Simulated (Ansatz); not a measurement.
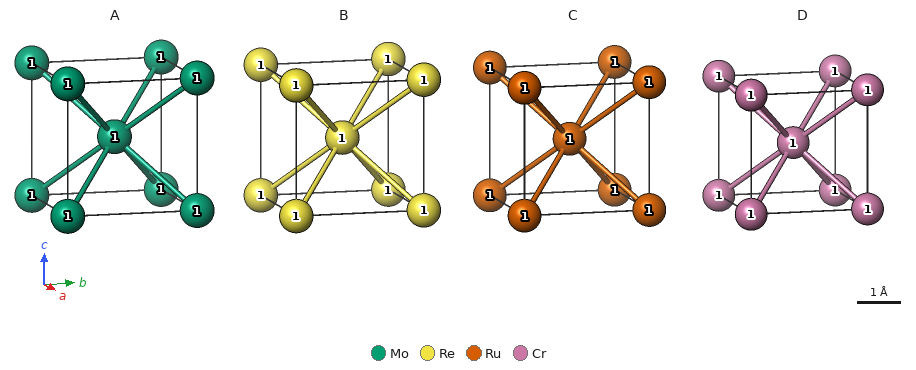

One structure type (space group Im-3m for the parent) with different elements on its sites, each relaxed in cell and atoms to zero pressure (within 0.1 GPa). The picture is a ball-and-stick view of the conventional cell (2 times the calculation's cell), seen slightly off an axis. Lengths and directions refer to the drawn axes.

Level of theory: DFT PBEsol, scalar-relativistic, plane waves, PAW (Ansatz). (plane-wave cutoff 420 eV; occupations gaussian; smearing width 0.1 eV; no spin polarisation) The k-mesh is chosen for each cell (18×18×18, 20×20×20).

Give the formulas, and rank the crystals by volume per atom, smallest first.

Answer. D = Cr (11.1 Å³), C = Ru (13.7 Å³), B = Re (14.7 Å³), A = Mo (15.3 Å³).

Which have a band gap?

Answer. Mo: metallic; Re: metallic; Ru: metallic; Cr: metallic.
